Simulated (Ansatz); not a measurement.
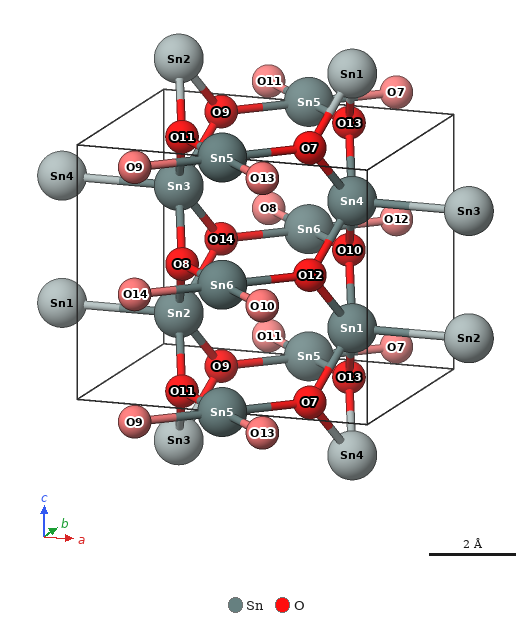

The input geometry (ball-and-stick view of the cell of the calculation, seen slightly off an axis; neighbours outside the cell are drawn fainter; atoms are numbered from 1 in the order of the input).

## Single-point calculation, with input and output: Sn3O4

- system: Sn3O4 (14 atoms in the cell)
- method: DFT, PBE, plane waves, PAW, spin-polarised (Ansatz 0.2.0)

The structure derives from a Materials Project entry. Some settings of this run were made unusual or wrong on purpose. Figures and captions count atoms from 1; the log counts them from 0 in places.

Input
```yaml
crystal:
  lattice:
    - [7.1964843136, 0.0, 0.0066358109]
    - [0.0, 5.8453674166, 0.0]
    - [-0.006895503, 0.0, 6.0986465819]
  atoms:
    - { symbol: Sn, position: [0.7989685332, 0.5000002816, 0.2500171667] }
    - { symbol: Sn, position: [0.2010314668, 0.5000002816, 0.2499828333] }
    - { symbol: Sn, position: [0.2010314668, 0.4999997184, 0.7499828333] }
    - { symbol: Sn, position: [0.7989685332, 0.4999997184, 0.7500171667] }
    - { symbol: Sn, position: [0.5, 0.0, 0.0] }
    - { symbol: Sn, position: [0.5, 0.0, 0.5] }
    - { symbol: O, position: [0.7200340225, 0.2739681733, 1.0000024878] }
    - { symbol: O, position: [0.2799659775, 0.2739681733, 0.4999975122] }
    - { symbol: O, position: [0.2799659775, 0.7260318267, -2.4878e-06] }
    - { symbol: O, position: [0.7200340225, 0.7260318267, 0.5000024878] }
    - { symbol: O, position: [0.279717676, 0.2737734246, -1.9187e-06] }
    - { symbol: O, position: [0.720282324, 0.2737734246, 0.5000019187] }
    - { symbol: O, position: [0.720282324, 0.7262265754, 1.0000019187] }
    - { symbol: O, position: [0.279717676, 0.7262265754, 0.4999980813] }
basis:
  ecutwfc: 420
kpoints:
  mp_grid: { grid: [6, 6, 6] }
hamiltonian:
  xc: pbe
scf:
  occupations: { method: gaussian, width: 0.1 }
  max_iter: 100
output:
  forces: true
  eigenvalues: true
  stress: true
magnetization:
  spin_polarized: true
  initial_magnetization: 1
```

Machine: 4 threads of Arm Neoverse V1, 24 GiB of memory available, shared host.

Command:
```bash
ansatz run input.yaml --threads 4 --pin off --max-ram 10240MiB --backend cpu --events-out ev --progress --plain --runs-dir out
```

Output
```
Engine: ansatz 0.2.0, aarch64-unknown-linux-gnu
Pseudopotentials: kind: paw
Pseudopotential: Sn, paw, valence charge 14, recommended cutoff 420 eV (normal), Sn.paw.azcp
Pseudopotential: O, paw, valence charge 6, recommended cutoff 420 eV (normal), O.paw.azcp
Functional definition: PBE
  parameter kappa = 0.804
  parameter beta = 0.06672455060314922
  exchange = pbe_x(kappa = kappa, mu = beta*pi^2/3)
  correlation = pbe_c(beta = beta)
Crystal: 14 atoms, lattice volume = 256.547 Å³
Basis set: ecut = 420 eV, 4995 PW (Γ), exchange–correlation on 100×80×90 points (8 copies of the dense FFT grid, shifted against one another)
Bands: 81, of which v1, the nominal top of the filled ones, is band 66 counted from 1 (65 counted from 0)
Symmetry: 4 space group operations
Space group: P2/c (ITA 13), of the structure as read, at distance tolerance 6.4e-5 Å
Magnetic group: BNS 13.65 (UNI 72), of the structure as read, at distance tolerance 6.4e-5 Å
k-points: 80 of 216
Non-local potential: Sn, projectors of the file, l = 0: 2, l = 1: 2, l = 2: 2, l = 3: 2
Non-local potential: O, projectors of the file, l = 0: 2, l = 1: 2, l = 2: 1
PAW form: soft (Blöchl's): semilocal exchange-correlation on the pseudo side does not see the compensation charge
PAW one-centre angular grid: Sn, 590 points (default); XC on 64 Gauss nodes
PAW one-centre angular grid: O, 110 points (default); XC on 64 Gauss nodes
Initial density: superposition of atomic densities (chi_scale 0.1, normalization cell, long waves kept (reshape's long-wave potential 0.15 eV rms))
Starting moments: Σ|m| = 1 μB on 14 of 14 sites
Initial wavefunctions: pseudopotential atomic-orbital guess
Functional: x = pbe(κ = 0.804, μ = 0.2195149727645171), c = pbe(β = 0.06672455060314922)
SCF iter   1: F=—  HF=-40682.115278 eV  |F-HF|=—  |Δ(HF+E_count)|=         —  Δρ=2.77e-2 (↑2.34e-2 ↓2.77e-2)  dr2=5.60e0  dr2_m=3.37e-2  M=1.000 μB ∫|m|=1.014 μB  β_m=1.00  ethr=3.10e-3  ⟨swp⟩=6.1  Hψ=55462  notcnv=0  defer=28
preconditioner: auto → Kerker (q_TF=auto, 2.442 Å⁻¹)  [metal: Δε(μ)=0.010 eV  Ē_g=18.548 eV  σ=0.100 eV  W_gap=0.06  n_scr=64 (ndim 8)  ℏωp=26.6 eV  f_vac=0.116  D(μ)=3.74/eV (n_scr^D=18)]
spin=Collinear: Kerker preconditioning applied to the charge; magnetization (m = ρ↑ − ρ↓) channel mixes plain (no charge-response kernel on spin).
SCF iter   2: F=—  HF=-40682.054580 eV  |F-HF|=—  |Δ(HF+E_count)|=         —  Δρ=1.95e-2 (↑1.95e-2 ↓1.95e-2)  dr2=3.44e0  dr2_m=4.11e-2  M=0.028 μB ∫|m|=0.152 μB  β_m=0.30  ethr=3.10e-3  ⟨swp⟩=2.0  Hψ=15781  notcnv=0  defer=946
Mixer restart at iter 2: flushing history
SCF iter   3: F=—  HF=-40681.729179 eV  |F-HF|=—  |Δ(HF+E_count)|=   3.25e-1  Δρ=1.47e-2 (↑1.47e-2 ↓1.46e-2)  dr2=2.16e0  dr2_m=2.21e-2  M=0.018 μB ∫|m|=0.120 μB  β_m=0.30  ethr=2.61e-3  ⟨swp⟩=1.2  Hψ=11660  notcnv=0  defer=1223
SCF iter   4: F=—  HF=-40681.190282 eV  |F-HF|=—  |Δ(HF+E_count)|=   5.39e-1  Δρ=4.96e-3 (↑4.96e-3 ↓4.84e-3)  dr2=2.68e-1  dr2_m=1.20e-2  M=0.010 μB ∫|m|=0.090 μB  β_m=0.30  ethr=1.64e-3  ⟨swp⟩=2.9  Hψ=23204  notcnv=0  defer=1360
SCF iter   5: F=—  HF=-40681.183975 eV  |F-HF|=—  |Δ(HF+E_count)|=   6.31e-3  Δρ=3.79e-3 (↑2.27e-3 ↓3.79e-3)  dr2=1.11e-1  dr2_m=6.54e-3  M=0.007 μB ∫|m|=0.070 μB  β_m=0.30  ethr=2.03e-4  ⟨swp⟩=2.2  Hψ=16916  notcnv=0  defer=1346
SCF iter   6: F=—  HF=-40681.189261 eV  |F-HF|=—  |Δ(HF+E_count)|=   5.29e-3  Δρ=2.91e-3 (↑1.68e-3 ↓2.91e-3)  dr2=5.23e-2  dr2_m=3.58e-3  M=0.005 μB ∫|m|=0.055 μB  β_m=0.30  ethr=8.42e-5  ⟨swp⟩=1.1  Hψ=13015  notcnv=0  defer=1336
SCF iter   7: F=—  HF=-40681.195470 eV  |F-HF|=—  |Δ(HF+E_count)|=   6.21e-3  Δρ=1.41e-3 (↑1.41e-3 ↓1.29e-3)  dr2=1.15e-2  dr2_m=1.99e-3  M=0.004 μB ∫|m|=0.043 μB  β_m=0.30  ethr=3.96e-5  ⟨swp⟩=2.0  Hψ=16539  notcnv=0  defer=1336
SCF iter   8: F=—  HF=-40681.205037 eV  |F-HF|=—  |Δ(HF+E_count)|=   9.57e-3  Δρ=9.98e-4 (↑9.98e-4 ↓7.06e-4)  dr2=3.83e-3  dr2_m=1.11e-3  M=0.003 μB ∫|m|=0.034 μB  β_m=0.30  ethr=8.73e-6  ⟨swp⟩=2.0  Hψ=21933  notcnv=0  defer=1336
Mixer restart at iter 8: flushing history
spin-set hold released at iteration 8 (site moments contracting): the magnetisation degrees of freedom join the quasi-Newton model from the next iteration; the mixer history was flushed
SCF iter   9: F=—  HF=-40681.206609 eV  |F-HF|=—  |Δ(HF+E_count)|=   1.57e-3  Δρ=7.33e-4 (↑7.33e-4 ↓5.78e-4)  dr2=3.04e-3  dr2_m=6.22e-4  M=0.002 μB ∫|m|=0.027 μB  β_m=0.65  ethr=2.90e-6  ⟨swp⟩=1.0  Hψ=11642  notcnv=0  defer=1336
preconditioner: auto → Resta (q_TF=auto, 2.442 Å⁻¹)  ε∞=3.2  [insulator: Δε(μ)=0.163 eV  Ē_g=18.113 eV  σ=0.100 eV  W_gap=0.72  n_scr=64 (ndim 8)  ℏωp=26.6 eV  f_vac=0.169  D(μ)=0.23/eV (n_scr^D=0)  ε∞_Penn≈3.2]
spin=Collinear: Resta preconditioning applied to the charge; magnetization (m = ρ↑ − ρ↓) channel mixes plain (no charge-response kernel on spin).
SCF iter  10: F=—  HF=-40681.211054 eV  |F-HF|=—  |Δ(HF+E_count)|=   4.44e-3  Δρ=1.66e-4 (↑1.66e-4 ↓1.44e-4)  dr2=6.54e-4  dr2_m=2.26e-6  M=-0.000 μB ∫|m|=0.003 μB  β_m=0.82  ethr=2.30e-6  ⟨swp⟩=2.0  Hψ=16347  notcnv=0  defer=1336
SCF iter  11: F=—  HF=-40681.211736 eV  |F-HF|=—  |Δ(HF+E_count)|=   6.81e-4  Δρ=1.96e-4 (↑1.96e-4 ↓1.59e-4)  dr2=3.22e-4  dr2_m=1.74e-6  M=-0.000 μB ∫|m|=0.001 μB  β_m=0.74  ethr=4.96e-7  ⟨swp⟩=2.1  Hψ=16635  notcnv=0  defer=1336
SCF iter  12: F=—  HF=-40681.211739 eV  |F-HF|=—  |Δ(HF+E_count)|=   3.80e-6  Δρ=3.78e-5 (↑1.71e-5 ↓3.78e-5)  dr2=6.47e-6  dr2_m=6.75e-7  M=-0.000 μB ∫|m|=0.001 μB  β_m=0.77  ethr=2.44e-7  ⟨swp⟩=2.0  Hψ=16624  notcnv=0  defer=1336
SCF iter  13: F=—  HF=-40681.211506 eV  |F-HF|=—  |Δ(HF+E_count)|=   2.33e-4  Δρ=8.04e-6 (↑7.06e-6 ↓8.04e-6)  dr2=3.05e-7  dr2_m=7.67e-8  M=-0.000 μB ∫|m|=0.001 μB  β_m=0.89  ethr=4.90e-9  ⟨swp⟩=2.0  Hψ=16915  notcnv=0  defer=1350
SCF iter  14: F=—  HF=-40681.211507 eV  |F-HF|=—  |Δ(HF+E_count)|=   6.20e-7  Δρ=3.85e-6 (↑3.85e-6 ↓3.67e-6)  dr2=1.34e-7  dr2_m=1.52e-9  M=-0.000 μB ∫|m|=0.000 μB  β_m=0.78  ethr=7.58e-11  ⟨swp⟩=12.8  Hψ=61134  notcnv=0
SCF iter  15: F=—  HF=-40681.211507 eV  |F-HF|=—  |Δ(HF+E_count)|=   7.95e-9  Δρ=2.35e-6 (↑2.35e-6 ↓2.29e-6)  dr2=5.11e-8  dr2_m=4.78e-10  M=0.000 μB ∫|m|=0.000 μB  β_m=0.67  ethr=7.58e-11  ⟨swp⟩=4.4  Hψ=34668  notcnv=0
SCF iter  16: F=-40681.211507 eV  HF=-40681.211507 eV  |F-HF|=3.32e-9  |Δ(HF+E_count)|=   4.61e-9  Δρ=7.60e-7 (↑7.60e-7 ↓7.42e-7)  dr2=5.48e-9  dr2_m=7.08e-11  M=0.000 μB ∫|m|=0.000 μB  ethr=3.87e-11  ⟨swp⟩=3.7  Hψ=29080  notcnv=0
SCF 1 converged in 16 iterations: F = -40681.211507 eV  dr2 = 5.48e-9
  greatest PAW one-centre occupation: 0.995 electrons in one spin orbital (limit 2), on the Sn atom at site 2 (counted from 0), in its partial waves of l = 2
```

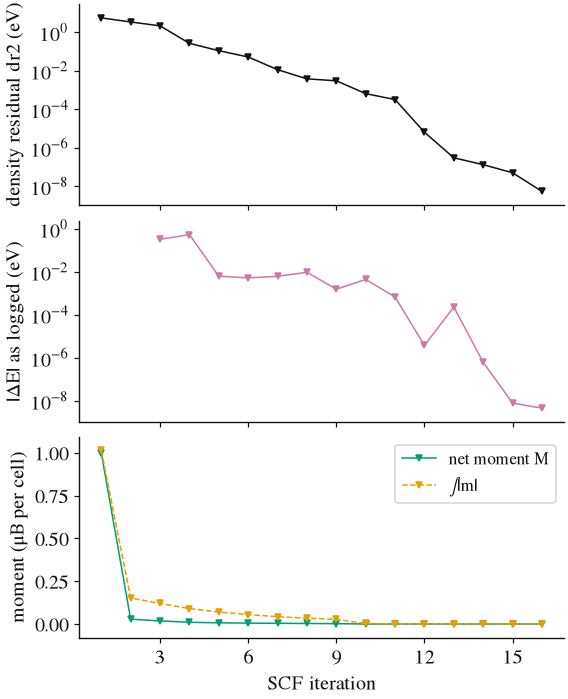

Convergence of the self-consistent field: density residual dr2, size of the energy change and magnetic moment against the SCF iteration. The residual falls at every step. The net moment goes from 1.0 to 0.0 μB per cell, and ∫|m| falls to zero.

```
WARN: the starting moments were not kept: the SCF closed with an absolute magnetisation of 1.4e-5 μB, where they sum to 1 μB in size (14 sites). That is at most 0.1 of that sum. Measured as dr2_m measures the in/out step, that magnetisation stands 1.1e-11 eV from none, at or under the dr2_threshold of 1.0e-7 eV: it is no larger than a step whose dr2_m would equal this threshold. The system may hold no moment; this SCF shows only that its start led to no more than that. To try another start: raise the starting moments (crystal.atoms[].spin, magnetization.per_species, magnetization.initial_magnetization, or on a non-collinear deck that types none of these the spinor_matrix: blocks that start its atoms; where the total moment is fixed, keep their sum and leave initial_magnetization as it is; typed ones take the place of any that the run laid by itself, positive ones on a crystal's lanthanoids without a Hubbard term where scf.initial_density.shell_occupations: [] is typed) or, if the notice of its spin-set hold's release reads "site moments contracting" or "site moments show no strong build", lengthen the hold (scf.mixing.spin_hold: { on: { confirm: 4 } }; for m-r²SCAN on two components see the key's manual first). Each may lead to a state that holds a moment. A second SCF, from the converged charge density, with the starting moments and any scf.initial_density.shell_occupations laid on it anew, would have followed, and was not run: the deck does not ask for one (magnetization.retry_lost_moments is false, the default). To let it run, set magnetization.retry_lost_moments: true and run the deck again, where that key's refused combinations let it; where memory then withholds it, that run's warning says so.
SCF converged after 16 iterations
Magnetization: 0.0000 μB (66.0000 up, 66.0000 down)
Absolute magnetization: 0.0000 μB (∫|ρ↑−ρ↓|, with the PAW one-centre terms)
Spin contamination: 0.0000 ħ² per cell (⟨S²⟩ above its minimum at these occupations)
Per-site moments (μB) at R_I (Å): [(9.958397976526208e-8, 0.8645656582391981), (9.958397994314217e-8, 0.8645656582391981), (9.958397991393274e-8, 0.864565658239198), (9.95839797533331e-8, 0.8645656582391975), (2.5364152912610397e-8, 0.9289962203959551), (2.5364152879481923e-8, 0.9289962203959551), (-7.96551697409248e-7, 0.8645656582391981), (-7.965516974154749e-7, 0.8645656582391981), (-7.965516973795046e-7, 0.864565658239198), (-7.965516974201782e-7, 0.8645656582391975), (-8.104283145601452e-7, 0.8646626358725833), (-8.104283145635603e-7, 0.8646626358725829), (-8.104283145603861e-7, 0.8646626358725834), (-8.104283144822558e-7, 0.8646626358725834)]
Free energy (F): -40681.211507 eV
Harris-Foulkes:  -40681.211507 eV  (|F-HF|=3.32e-9)
Internal energy: -40681.210386 eV  (E = F + TS)
E sigma→0 (E₀):  -40681.210946 eV
Entropy (-TS):   -0.001121 eV (-0.080 meV/atom)
Fermi energy:    7.043516 eV
--- Per-component energies (eV) ---
  E_band       = -849.393969
  E_kinetic    = 2518.024253
  E_local      = -10865.284032  (includes V_loc(G=0)·N_el)
  E_nonlocal   = 199.677753
  E_hartree    = 5540.579375
  E_xc         = -2873.095292
  E_vxc        = -1315.722780  (∫ρ·V_xc dr)
  E_paw        = -26114.591395  (= ΣΔE_a)
  E_vpaw       = -2467.266254  (= ΣTr[D̂ρ^β])
  E_aug_tail   = 0.019185  (compensation charges beyond the density's cutoff)
  E_ewald      = -9086.540234
  E_smearing   = -0.001121  (= −TS)
  E_closure    = -0.000000  (closes the sum)
  Σ components = -40681.211507   (vs F -40681.211507, Δ=0.00e0)
--- Forces (eV/Å), atoms counted from 1 ---
  atom   1  Sn     0.00032656     0.00000503     0.00002543
  atom   2  Sn    -0.00032656     0.00000503    -0.00002543
  atom   3  Sn    -0.00032656    -0.00000503    -0.00002543
  atom   4  Sn     0.00032656    -0.00000503     0.00002543
  atom   5  Sn     0.00000000    -0.00000000     0.00000000
  atom   6  Sn     0.00000000     0.00000000     0.00000000
  atom   7  O     -0.00117369    -0.00211365    -0.00007881
  atom   8  O      0.00117369    -0.00211365     0.00007881
  atom   9  O      0.00117369     0.00211365     0.00007881
  atom  10  O     -0.00117369     0.00211365    -0.00007881
  atom  11  O      0.00216395    -0.00150906     0.00005267
  atom  12  O     -0.00216395    -0.00150906    -0.00005267
  atom  13  O     -0.00216395     0.00150906    -0.00005267
  atom  14  O      0.00216395     0.00150906     0.00005267
  max |Σ_I F_I| component: 4.34e-19 eV/Å
--- Stress (GPa, compression-positive) ---
       -0.008303       0.000000       0.005508
        0.000000       0.003184      -0.000000
        0.005508      -0.000000      -0.018576
  P = ⅓ Tr σ = -0.0079 GPa (-0.079 kbar)
--- Band table (eV; the first three rows and the last of 160) ---
  k-point 0 ↑: bands = ["-14.9659", "-14.9467", "-14.8553", "-14.7133", "-14.5867", "-14.4745", "-14.4455", "-14.4349", "-14.3855", "-14.3440", "-14.3359", "-14.2940", "-14.2712", "-14.2615", "-14.2439", "-14.2400", "-14.2071", "-14.1883", "-14.1027", "-14.0700", "-13.9552", "-13.9493", "-13.8937", "-13.7936", "-13.7904", "-13.7736", "-13.7603", "-13.6729", "-13.6712", "-13.6321", "-11.6511", "-11.3850", "-11.0110", "-10.9184", "-10.7748", "-10.3639", "-9.6336", "-9.2923", "-2.2476", "-1.2132", "-0.2352", "-0.0950", "0.0563", "1.2546", "1.4710", "1.9354", "2.2207", "2.2754", "2.4041", "3.3740", "3.6652", "3.7787", "3.8570", "3.9072", "3.9907", "4.3300", "4.6921", "4.7391", "4.9219", "4.9722", "5.0912", "5.3752", "5.4547", "5.6408", "6.6779", "6.7320", "7.1769", "7.4288", "9.6870", "9.7098", "9.8071", "10.6255", "11.1381", "12.7123", "12.7623", "12.8914", "13.2262", "13.5116", "13.7814", "13.9879", "14.0908"]
  k-point 1 ↑: bands = ["-14.9330", "-14.9129", "-14.8255", "-14.6787", "-14.5836", "-14.4667", "-14.4530", "-14.4486", "-14.4305", "-14.3379", "-14.3357", "-14.3103", "-14.3009", "-14.2657", "-14.2427", "-14.2425", "-14.2160", "-14.1933", "-14.1283", "-14.1035", "-13.9405", "-13.9332", "-13.8954", "-13.7857", "-13.7826", "-13.7727", "-13.7612", "-13.6813", "-13.6793", "-13.6535", "-11.6139", "-11.3567", "-11.0612", "-10.9536", "-10.6929", "-10.2892", "-9.7077", "-9.3632", "-2.1696", "-1.1613", "-0.1714", "-0.1412", "0.0754", "1.2947", "1.4058", "2.0736", "2.3284", "2.3624", "2.3655", "3.3161", "3.5076", "3.5857", "3.6959", "3.9046", "4.0352", "4.6333", "4.6418", "4.6591", "4.6987", "4.8033", "5.1108", "5.3556", "5.4672", "5.6277", "5.6886", "7.1069", "7.7556", "8.0465", "9.7977", "9.8560", "9.9506", "10.6588", "11.2517", "12.5641", "12.6108", "12.8777", "13.2475", "13.5074", "13.9822", "14.0392", "14.1046"]
  k-point 2 ↑: bands = ["-14.8398", "-14.8173", "-14.7481", "-14.5955", "-14.5879", "-14.5517", "-14.5371", "-14.4546", "-14.4429", "-14.3543", "-14.3425", "-14.3387", "-14.3073", "-14.2651", "-14.2543", "-14.2493", "-14.2203", "-14.2160", "-14.1912", "-14.1757", "-13.9241", "-13.9008", "-13.8735", "-13.7701", "-13.7640", "-13.7638", "-13.7611", "-13.7119", "-13.7037", "-13.7015", "-11.5089", "-11.2778", "-11.1918", "-11.0462", "-10.4755", "-10.0887", "-9.9102", "-9.5565", "-1.9432", "-1.2554", "-0.0535", "0.0436", "0.1183", "1.0548", "1.4990", "2.4210", "2.4668", "2.4686", "2.7567", "2.7612", "3.2101", "3.2358", "3.7732", "3.8229", "4.0501", "4.1575", "4.5074", "4.5126", "4.5345", "4.5949", "5.1618", "5.3026", "5.5005", "5.5924", "5.7189", "6.8617", "8.4498", "9.5396", "9.6341", "10.1773", "10.5938", "10.7787", "11.6050", "12.1574", "12.4023", "12.7791", "12.9768", "13.3058", "13.5790", "13.7823", "13.8626"]
  k-point 79 ↓: bands = ["-14.6836", "-14.6836", "-14.6766", "-14.6766", "-14.6658", "-14.6658", "-14.4917", "-14.4917", "-14.4045", "-14.4045", "-14.3443", "-14.3443", "-14.2644", "-14.2644", "-14.2582", "-14.2582", "-14.2579", "-14.2579", "-14.2077", "-14.2077", "-13.9662", "-13.9662", "-13.7709", "-13.7709", "-13.7662", "-13.7662", "-13.7349", "-13.7349", "-13.7313", "-13.7313", "-11.2150", "-11.2150", "-10.9543", "-10.9543", "-10.2769", "-10.2769", "-10.1766", "-10.1766", "-0.6049", "-0.6049", "0.1221", "0.1221", "0.2045", "0.2045", "1.8950", "1.8950", "2.3745", "2.3745", "2.7432", "2.7432", "2.9404", "2.9404", "3.4566", "3.4566", "3.6733", "3.6733", "3.6739", "3.6739", "4.7776", "4.7776", "4.9044", "4.9044", "6.0143", "6.0143", "6.8797", "6.8797", "9.1155", "9.1155", "11.2715", "11.2715", "11.4561", "11.4561", "11.7193", "11.7193", "11.8214", "11.8214", "12.4664", "12.4664", "13.0090", "13.0090", "13.5664"]
```

What the run reported

- outcome: converged
- space group (tolerance 0.01 Å): Pmmm (47)
- electrons treated: 132
- free energy: −40681.2115 eV
- Fermi energy: 7.044 eV
- gap on the k-point mesh: none (metallic)
- net moment of the cell: 0.00 μB
- integrated absolute moment: 0.00 μB
- pressure: −0.01 GPa
- largest force (length of the vector): 0.003 eV/Å
- wall time: 1.7 min (CPU time 6.5 min)
- peak memory: 2.2 GiB

The input was spoiled on purpose: an impossible spin (`magnetization`). It did no harm here: the run converged to the energy of the sound run within 1 meV per atom. The program warns: some starting moments were not kept.
